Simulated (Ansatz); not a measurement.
# Geometry relaxation, with input and output: C (part 2 of 3)

C (slab, 18 atoms in the cell); DFT PBEsol, scalar-relativistic, plane waves, PAW, no spin polarisation (Ansatz 0.2.0); cutoff 420 eV, 10×9×1 k-mesh, Gaussian smearing of 0.05 eV. The structure derives from an entry of the Crystallography Open Database. It belongs to a series of runs on one base structure; here: (1 1 0) slab, atoms relaxed.

Geometry of the input (Å; fractional positions):
```
3.8680  0.0000  0.0000
-1.5631  3.9617  0.0000
0.0000  0.0000  24.8356
C  0.5001  0.3334  0.3020
C  0.4999  0.6666  0.3020
C  0.5001  0.8334  0.3515
C  0.4999  0.1666  0.3515
C  0.5001  0.3334  0.4010
C  0.4999  0.6666  0.4010
C  0.5001  0.8334  0.4505
C  0.4999  0.1666  0.4505
C  0.5001  0.3334  0.5000
C  0.4999  0.6666  0.5000
C  0.5001  0.8334  0.5495
C  0.4999  0.1666  0.5495
C  0.5001  0.3334  0.5990
C  0.4999  0.6666  0.5990
C  0.5001  0.8334  0.6485
C  0.4999  0.1666  0.6485
C  0.5001  0.3334  0.6980
C  0.4999  0.6666  0.6980
```

Log, continued
```
SCF iter   1: F=—  HF=-4431.315760 eV  |F-HF|=—  |Δ(HF+E_count)|=         —  Δρ=1.03e-2  dr2=2.13e-1  ethr=2.96e-4  p=0.000 e·Å  D=4.89e-8 V/Å  ΔV_dip=-0.00 eV  dr2_dipole=4.06e-11  V_vac-E_F(+/−)=5.27/5.27 eV  ⟨swp⟩=1.3  Hψ=9199  notcnv=0  defer=531
efield: sawtooth ramp at fractional position 0.9800 (handed on by an earlier solve), width 0.0400; the density the first Hamiltonian is built on has a dipole p = 0.000 e·Å; the dipole correction subtracts the counter field D = 4.89e-8 V/Å, which shifts the + side's vacuum level by -0.00 eV against the − side's; the planar-averaged density in the ramp window peaks in size at 2.2e-7 e/Å³
preconditioner: auto → Resta (q_TF=auto, 2.067 Å⁻¹)  ε∞=2.3  [insulator: Δε(μ)=0.115 eV  Ē_g=14.054 eV  σ=0.050 eV  W_gap=0.90  n_scr=70 (ndim 8)  ℏωp=16.2 eV  f_vac=0.501  D(μ)=0.13/eV (n_scr^D=0)  ε∞_Penn≈2.3  vacuum switching on, ρ_ref=1.4e-2 e/Å³]
SCF iter   2: F=—  HF=-4431.251942 eV  |F-HF|=—  |Δ(HF+E_count)|=   6.38e-2  Δρ=4.33e-3  dr2=2.81e-2  ethr=2.96e-4  p=-0.000 e·Å  D=-1.36e-6 V/Å  ΔV_dip=0.00 eV  dr2_dipole=3.55e-10  V_vac-E_F(+/−)=5.14/5.14 eV  ⟨swp⟩=2.7  Hψ=3564  notcnv=0  defer=531
SCF iter   3: F=—  HF=-4431.244778 eV  |F-HF|=—  |Δ(HF+E_count)|=   7.16e-3  Δρ=7.03e-4  dr2=1.58e-3  ethr=3.91e-5  p=0.000 e·Å  D=7.03e-6 V/Å  ΔV_dip=-0.00 eV  dr2_dipole=8.23e-9  V_vac-E_F(+/−)=5.16/5.16 eV  ⟨swp⟩=2.0  Hψ=3397  notcnv=0  defer=534
SCF iter   4: F=—  HF=-4431.244935 eV  |F-HF|=—  |Δ(HF+E_count)|=   1.57e-4  Δρ=2.95e-4  dr2=1.98e-3  ethr=2.20e-6  p=-0.000 e·Å  D=-1.96e-5 V/Å  ΔV_dip=0.00 eV  dr2_dipole=6.94e-8  V_vac-E_F(+/−)=5.14/5.14 eV  ⟨swp⟩=2.0  Hψ=3246  notcnv=0  defer=534
SCF iter   5: F=—  HF=-4431.244688 eV  |F-HF|=—  |Δ(HF+E_count)|=   2.47e-4  Δρ=6.85e-5  dr2=4.22e-5  ethr=2.20e-6  p=0.000 e·Å  D=2.33e-5 V/Å  ΔV_dip=-0.00 eV  dr2_dipole=1.01e-7  V_vac-E_F(+/−)=5.16/5.16 eV  ⟨swp⟩=2.0  Hψ=2780  notcnv=0  defer=536
SCF iter   6: F=-4431.244682 eV  HF=-4431.244684 eV  |F-HF|=1.23e-6  |Δ(HF+E_count)|=   4.35e-6  Δρ=2.15e-5  dr2=2.40e-6  ethr=5.86e-8  p=-0.000 e·Å  D=-4.65e-5 V/Å  ΔV_dip=0.00 eV  dr2_dipole=4.04e-7  V_vac-E_F(+/−)=5.16/5.16 eV  ⟨swp⟩=23.9  Hψ=27863  notcnv=0
SCF 5 converged in 6 iterations: F = -4431.244682 eV  dr2 = 2.40e-6
  greatest PAW one-centre occupation: 0.686 electrons in one spin orbital (limit 2), on the C atom at site 1 (counted from 0), in its partial waves of l = 0
relax step   5: F+E_penalty+E_count = -4431.24468243 eV  Δ(F+E_penalty+E_count) = -1.628e-1 eV  max|allowed force component| = 9.913e-1 eV/Å  Δτ_max = 0.0933 Å  (6 SCF iters, dr2 threshold 1.00e-4 eV, accepted)
SCF iter   1: F=—  HF=-4431.421981 eV  |F-HF|=—  |Δ(HF+E_count)|=         —  Δρ=8.17e-3  dr2=1.22e-1  ethr=2.34e-3  p=-0.000 e·Å  D=-4.65e-5 V/Å  ΔV_dip=0.00 eV  dr2_dipole=4.14e-7  V_vac-E_F(+/−)=5.17/5.17 eV  ⟨swp⟩=4.0  Hψ=6245  notcnv=0  defer=478
efield: sawtooth ramp at fractional position 0.9800 (handed on by an earlier solve), width 0.0400; the density the first Hamiltonian is built on has a dipole p = -0.000 e·Å; the dipole correction subtracts the counter field D = -4.65e-5 V/Å, which shifts the + side's vacuum level by +0.00 eV against the − side's; the planar-averaged density in the ramp window peaks in size at 6.4e-8 e/Å³
preconditioner: auto → LDOS  [metal: Δε(μ)=0.017 eV  Ē_g=14.107 eV  σ=0.050 eV  W_gap=0.19  n_scr=70 (ndim 8)  ℏωp=16.2 eV  f_vac=0.502  D(μ)=0.49/eV (n_scr^D=2)  β→1.0]
SCF iter   2: F=—  HF=-4431.399734 eV  |F-HF|=—  |Δ(HF+E_count)|=   2.22e-2  Δρ=3.21e-3  dr2=4.06e-2  ethr=1.69e-4  p=-0.000 e·Å  D=-1.32e-5 V/Å  ΔV_dip=0.00 eV  dr2_dipole=1.27e-9  V_vac-E_F(+/−)=5.02/5.02 eV  ⟨swp⟩=2.0  Hψ=4653  notcnv=0  defer=543
SCF iter   3: F=—  HF=-4431.384075 eV  |F-HF|=—  |Δ(HF+E_count)|=   1.57e-2  Δρ=4.89e-4  dr2=1.31e-3  ethr=5.63e-5  p=-0.000 e·Å  D=-1.25e-5 V/Å  ΔV_dip=0.00 eV  dr2_dipole=1.78e-8  V_vac-E_F(+/−)=5.11/5.11 eV  ⟨swp⟩=2.0  Hψ=3644  notcnv=0  defer=543
SCF iter   4: F=—  HF=-4431.383708 eV  |F-HF|=—  |Δ(HF+E_count)|=   3.67e-4  Δρ=1.62e-4  dr2=1.45e-4  ethr=1.82e-6  p=-0.000 e·Å  D=-7.47e-6 V/Å  ΔV_dip=0.00 eV  dr2_dipole=3.66e-9  V_vac-E_F(+/−)=5.10/5.10 eV  ⟨swp⟩=2.0  Hψ=3442  notcnv=0  defer=543
SCF iter   5: F=-4431.383663 eV  HF=-4431.383679 eV  |F-HF|=1.63e-5  |Δ(HF+E_count)|=   2.85e-5  Δρ=5.69e-5  dr2=1.99e-5  ethr=1.31e-7  p=-0.000 e·Å  D=-4.27e-6 V/Å  ΔV_dip=0.00 eV  dr2_dipole=2.20e-9  V_vac-E_F(+/−)=5.10/5.10 eV  ⟨swp⟩=22.8  Hψ=26183  notcnv=0
SCF 6 converged in 5 iterations: F = -4431.383663 eV  dr2 = 1.99e-5
  greatest PAW one-centre occupation: 0.689 electrons in one spin orbital (limit 2), on the C atom at site 1 (counted from 0), in its partial waves of l = 0
relax step   6: F+E_penalty+E_count = -4431.38366274 eV  Δ(F+E_penalty+E_count) = -1.390e-1 eV  max|allowed force component| = 5.140e-1 eV/Å  Δτ_max = 0.0842 Å  (5 SCF iters, dr2 threshold 9.46e-5 eV, accepted)
SCF iter   1: F=—  HF=-4431.389372 eV  |F-HF|=—  |Δ(HF+E_count)|=         —  Δρ=9.82e-4  dr2=3.37e-3  ethr=9.13e-6  p=-0.000 e·Å  D=-4.27e-6 V/Å  ΔV_dip=0.00 eV  dr2_dipole=1.27e-9  V_vac-E_F(+/−)=5.10/5.10 eV  ⟨swp⟩=2.8  Hψ=5795  notcnv=0  defer=542
efield: sawtooth ramp at fractional position 0.9800 (handed on by an earlier solve), width 0.0400; the density the first Hamiltonian is built on has a dipole p = -0.000 e·Å; the dipole correction subtracts the counter field D = -4.27e-6 V/Å, which shifts the + side's vacuum level by +0.00 eV against the − side's; the planar-averaged density in the ramp window peaks in size at 9.2e-8 e/Å³
preconditioner: auto → LDOS  [insulator: Δε(μ)=0.057 eV  Ē_g=14.060 eV  σ=0.050 eV  W_gap=0.58  n_scr=70 (ndim 8)  ℏωp=16.2 eV  f_vac=0.502  D(μ)=0.36/eV (n_scr^D=2)  ε∞_Penn≈2.3  β→1.0]
SCF iter   2: F=—  HF=-4431.388917 eV  |F-HF|=—  |Δ(HF+E_count)|=   4.55e-4  Δρ=6.16e-4  dr2=2.24e-3  ethr=4.69e-6  p=-0.000 e·Å  D=-1.49e-6 V/Å  ΔV_dip=0.00 eV  dr2_dipole=4.30e-11  V_vac-E_F(+/−)=5.09/5.09 eV  ⟨swp⟩=2.2  Hψ=4513  notcnv=0  defer=540
SCF iter   3: F=—  HF=-4431.388264 eV  |F-HF|=—  |Δ(HF+E_count)|=   6.53e-4  Δρ=8.45e-5  dr2=6.35e-5  ethr=3.12e-6  p=-0.000 e·Å  D=-1.16e-6 V/Å  ΔV_dip=0.00 eV  dr2_dipole=4.28e-10  V_vac-E_F(+/−)=5.10/5.10 eV  ⟨swp⟩=2.0  Hψ=3194  notcnv=0  defer=540
SCF iter   4: F=-4431.388252 eV  HF=-4431.388255 eV  |F-HF|=2.69e-6  |Δ(HF+E_count)|=   9.44e-6  Δρ=2.99e-5  dr2=3.92e-6  ethr=3.53e-8  p=-0.000 e·Å  D=-1.31e-6 V/Å  ΔV_dip=0.00 eV  dr2_dipole=2.17e-11  V_vac-E_F(+/−)=5.10/5.10 eV  ⟨swp⟩=20.7  Hψ=26655  notcnv=0
SCF 7 converged in 4 iterations: F = -4431.388252 eV  dr2 = 3.92e-6
  greatest PAW one-centre occupation: 0.688 electrons in one spin orbital (limit 2), on the C atom at site 1 (counted from 0), in its partial waves of l = 0
relax step   7: F+E_penalty+E_count = -4431.38825230 eV  Δ(F+E_penalty+E_count) = -4.590e-3 eV  max|allowed force component| = 5.486e-2 eV/Å  Δτ_max = 0.0059 Å  (4 SCF iters, dr2 threshold 2.54e-5 eV, accepted)
SCF iter   1: F=—  HF=-4431.388660 eV  |F-HF|=—  |Δ(HF+E_count)|=         —  Δρ=3.04e-4  dr2=3.18e-4  ethr=3.21e-6  p=-0.000 e·Å  D=-1.31e-6 V/Å  ΔV_dip=0.00 eV  dr2_dipole=3.86e-11  V_vac-E_F(+/−)=5.10/5.10 eV  ⟨swp⟩=2.0  Hψ=4461  notcnv=0  defer=9
efield: sawtooth ramp at fractional position 0.9800 (handed on by an earlier solve), width 0.0400; the density the first Hamiltonian is built on has a dipole p = -0.000 e·Å; the dipole correction subtracts the counter field D = -1.31e-6 V/Å, which shifts the + side's vacuum level by +0.00 eV against the − side's; the planar-averaged density in the ramp window peaks in size at 8.4e-8 e/Å³
preconditioner: auto → LDOS  [insulator: Δε(μ)=0.067 eV  Ē_g=14.062 eV  σ=0.050 eV  W_gap=0.66  n_scr=70 (ndim 8)  ℏωp=16.2 eV  f_vac=0.502  D(μ)=0.32/eV (n_scr^D=2)  ε∞_Penn≈2.3  β→1.0]
SCF iter   2: F=—  HF=-4431.388647 eV  |F-HF|=—  |Δ(HF+E_count)|=   1.29e-5  Δρ=2.14e-4  dr2=2.96e-4  ethr=4.42e-7  p=0.000 e·Å  D=1.47e-7 V/Å  ΔV_dip=-0.00 eV  dr2_dipole=3.37e-10  V_vac-E_F(+/−)=5.09/5.09 eV  ⟨swp⟩=2.3  Hψ=4851  notcnv=0  defer=64
SCF iter   3: F=—  HF=-4431.388552 eV  |F-HF|=—  |Δ(HF+E_count)|=   9.53e-5  Δρ=4.92e-5  dr2=1.63e-5  ethr=4.11e-7  p=-0.000 e·Å  D=-7.77e-7 V/Å  ΔV_dip=0.00 eV  dr2_dipole=9.75e-12  V_vac-E_F(+/−)=5.10/5.10 eV  ⟨swp⟩=2.1  Hψ=3413  notcnv=0  defer=64
SCF iter   4: F=—  HF=-4431.388464 eV  |F-HF|=—  |Δ(HF+E_count)|=   8.79e-5  Δρ=9.64e-6  dr2=1.65e-7  ethr=2.27e-8  p=-0.000 e·Å  D=-1.75e-7 V/Å  ΔV_dip=0.00 eV  dr2_dipole=3.29e-11  V_vac-E_F(+/−)=5.10/5.10 eV  ⟨swp⟩=2.0  Hψ=3332  notcnv=0  defer=64
iter 5 did not close the SCF: its close was put off until two iterations running show no level that it waits for move by more than its bar (scf_convergence_deferred on its scf_iter line)
SCF iter   5: F=-4431.388464 eV  HF=-4431.388464 eV  |F-HF|=9.72e-10  |Δ(HF+E_count)|=   1.56e-7  Δρ=2.40e-6  dr2=2.86e-8  ethr=1.39e-10  p=-0.000 e·Å  D=-2.52e-7 V/Å  ΔV_dip=0.00 eV  dr2_dipole=9.46e-13  V_vac-E_F(+/−)=5.10/5.10 eV  ⟨swp⟩=16.3  Hψ=19114  notcnv=0
iter 6 did not close the SCF: its close was put off until two iterations running show no level that it waits for move by more than its bar (scf_convergence_deferred on its scf_iter line)
SCF iter   6: F=-4431.388464 eV  HF=-4431.388464 eV  |F-HF|=2.46e-10  |Δ(HF+E_count)|=   1.63e-8  Δρ=8.97e-7  dr2=4.66e-9  ethr=3.97e-11  p=0.000 e·Å  D=6.12e-9 V/Å  ΔV_dip=-0.00 eV  dr2_dipole=9.67e-12  V_vac-E_F(+/−)=5.10/5.10 eV  ⟨swp⟩=10.3  Hψ=15957  notcnv=0
SCF iter   7: F=-4431.388464 eV  HF=-4431.388464 eV  |F-HF|=2.26e-10  |Δ(HF+E_count)|=   3.05e-9  Δρ=3.02e-7  dr2=2.93e-10  ethr=6.47e-12  p=-0.000 e·Å  D=-4.38e-8 V/Å  ΔV_dip=0.00 eV  dr2_dipole=1.07e-13  V_vac-E_F(+/−)=5.10/5.10 eV  ⟨swp⟩=7.7  Hψ=14352  notcnv=0
SCF 8 converged in 7 iterations: F = -4431.388464 eV  dr2 = 2.93e-10
relax step   8: F+E_penalty+E_count = -4431.38846390 eV  Δ(F+E_penalty+E_count) = -2.116e-4 eV  max|allowed force component| = 7.841e-3 eV/Å  Δτ_max = 0.0013 Å  (7 SCF iters, accepted)
```

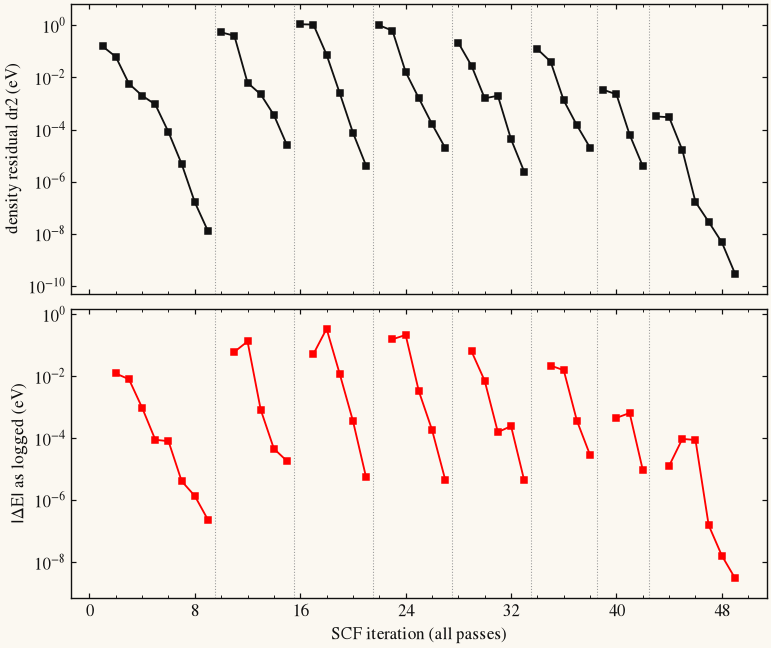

**Figure 1.** Convergence of the self-consistent field: density residual dr2 and size of the energy change against the SCF iteration. The dotted lines part the SCF passes of the relaxation: geometry steps, rejected trials and re-solves on a re-selected basis. The 8 passes take 4 to 9 iterations each, 49 in all.

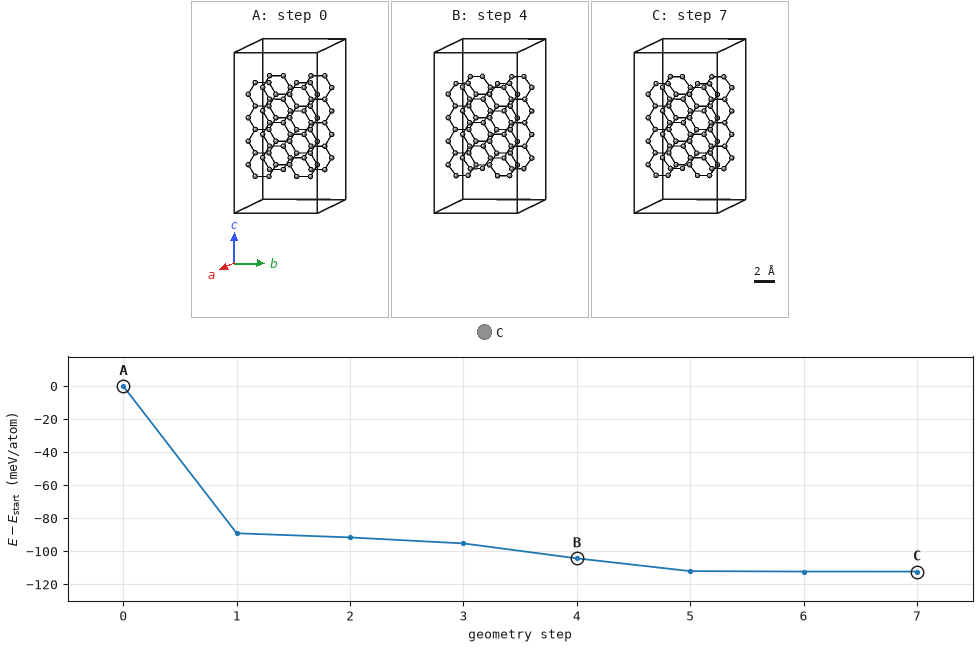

**Figure 2.** Frames of the relaxation (ball-and-stick view of the 2 × 2 repeat of the cell, with the vacuum cut short, seen slightly off an axis) above the curves, on which the letters mark them (the first geometry is step 0 here and step 1 in the log).

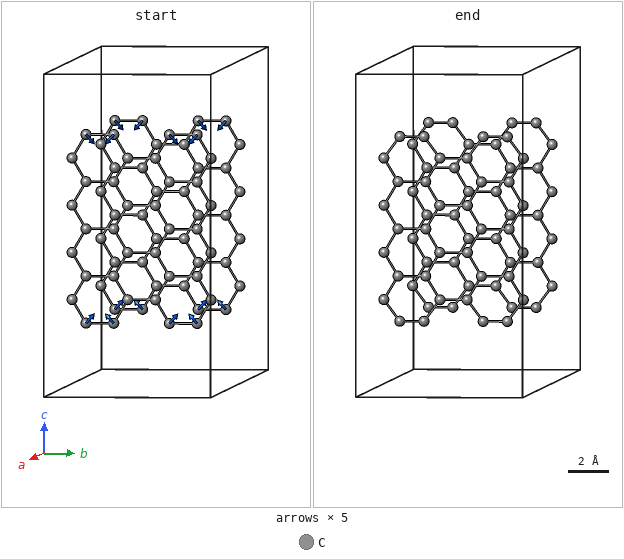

**Figure 3.** Before (left) and after (right) the relaxation, at one scale (ball-and-stick view of the 2 × 2 repeat of the cell, with the vacuum cut short, seen slightly off an axis). The blue arrows give the displacements, magnified 5 times. The energy falls by 112 meV per atom in 7 geometry steps. The largest force component goes from 6.8 to 0.0078 eV/Å. The largest moves, 0.14 Å, are those of C1, C2, C17 and C18. The cell stays as it was. Among the contacts that change: C17–C18 1.420 → 1.237 Å, C15–C16 1.420 → 1.392 Å, C13–C16 1.420 → 1.429 Å, C13–C14 1.420 → 1.414 Å. Among the angles that change: C1–C4–C5 120.0° → 113.5°, C1–C4–C3 120.0° → 126.0°. (Atoms are counted from 1 in the order of the input.)

```
WARN: The output density's exchange-correlation potential varies sharply where the density is thin. Do not read a vacuum level from v_tot or v_xc, or from such a field of the output density. On a cell that repeats whose density bears no net charge and no dipole along the vacuum's axis use v_es (v_loc + v_h of the components); under efield.dipole_correction with no amplitude use v_es + v_field, which holds any external_charges[].barrier, or the levels of the report's work_function block, which leave it out; under a non-zero efield.amplitude the vacuum is tilted and has no level; on a cell that repeats and bears such a dipole with no correction it is tilted too, and efield.dipole_correction with no amplitude gives each side of its ramp a level where efield: is served; in a cell that repeats whose density bears a net charge (total_charge, or a fill off its count) it is curved and has none; of a slab under crystal.periodic whose density bears no net charge use v_es, which has a level on each side, short of where the two are joined; of another it falls or rises all the way out and has none; of a slab beside external_charges read slab_vacuum_level instead, which it has where they leave it neutral. The grid or the basis barely resolves most such structure, and the values can differ between equally converged runs; as a rule a tighter scf.convergence.dr2_threshold does not remove it. Where the density itself ripples (under the LDA too) a higher basis.ecutwfc lessens it. The files hold the spikes' plane waves up to the density's cutoff. Files: v_tot_of_output_density and the like, and their columns of v_z.tsv (output.write_potential); v_xc_of_output_density and the like, and their columns of v_comp_z.tsv (output.write_potential_components). Measured: with its Gaussian average of σ = 0.25 Å subtracted twice, the exchange-correlation potential is over 0.1 eV at 150 of the grid points where the equally averaged density (valence and model cores) is under 1e-3 e/Å³, and 0.181 eV at the most among them, at an averaged density of 9.8e-8 e/Å³. The input density's (outcome.potential() and, of a run that writes arrays, v_tot and v_xc) is over 0.1 eV, so measured, at 27 points of its own thin density, 0.151 eV at the most. See output.write_potential in the manual, Limitations
SCF converged after 7 iterations
Free energy (F): -4431.388464 eV
Harris-Foulkes:  -4431.388464 eV  (|F-HF|=2.26e-10)
Internal energy: -4431.388049 eV  (E = F + TS)
E sigma→0 (E₀):  -4431.388256 eV
Entropy (-TS):   -0.000415 eV (-0.023 meV/atom)
Fermi energy:    -0.072085 eV
Dipole field:    D = 0.000000 V/Å  (p = 0.000001 e·Å, saw-weighted, corrected)
Work function:   Φ+ = 5.0962 eV   Φ− = 5.0962 eV
Levels:          The Fermi level and band energies are counted from a zero that moves with the ramp; work functions are not
--- Per-component energies (eV) ---
  E_band       = -650.626409
  E_kinetic    = 1628.902167
  E_local      = -42661.581288  (includes V_loc(G=0)·N_el)
  E_nonlocal   = 497.401732
  E_hartree    = 20533.481161
  E_xc         = -850.897638
  E_vxc        = -1056.824103  (∫ρ·V_xc dr)
  E_paw        = -1719.021852  (= ΣΔE_a)
  E_vpaw       = -125.489123  (= ΣTr[D̂ρ^β])
  E_aug_tail   = 0.000152  (compensation charges beyond the density's cutoff)
  E_efield     = 0.000000  (sawtooth field / dipole correction)
  E_vefield    = 0.000000  (∫n·V_field dr)
  E_ewald      = 18139.947708
  E_core_change = 0.379809  (= ΣΔE_core)
  E_smearing   = -0.000415  (= −TS)
  E_closure    = 0.000000  (closes the sum)
  Σ components = -4431.388464   (vs F -4431.388464, Δ=0.00e0)
--- Forces (eV/Å), atoms counted from 1 ---
  atom   1  C     -0.00046246     0.00026893    -0.00176492
  atom   2  C      0.00046246    -0.00026893    -0.00176492
  atom   3  C      0.00091917    -0.00260332     0.00253008
  atom   4  C     -0.00091917     0.00260332     0.00253008
  atom   5  C      0.00267705    -0.00442378     0.00098285
  atom   6  C     -0.00267705     0.00442378     0.00098285
  atom   7  C      0.00079378     0.00018712     0.00083756
  atom   8  C     -0.00079378    -0.00018712     0.00083756
  atom   9  C      0.00174614    -0.00784057    -0.00001074
  atom  10  C     -0.00174614     0.00784057    -0.00001074
  atom  11  C      0.00078516     0.00022085    -0.00089712
  atom  12  C     -0.00078516    -0.00022085    -0.00089712
  atom  13  C      0.00266709    -0.00441187    -0.00092062
  atom  14  C     -0.00266709     0.00441187    -0.00092062
  atom  15  C      0.00089455    -0.00253362    -0.00251128
  atom  16  C     -0.00089455     0.00253362    -0.00251128
  atom  17  C     -0.00046145     0.00027173     0.00175268
  atom  18  C      0.00046145    -0.00027173     0.00175268
  max |Σ_I F_I| component: 3.01e-6 eV/Å
```
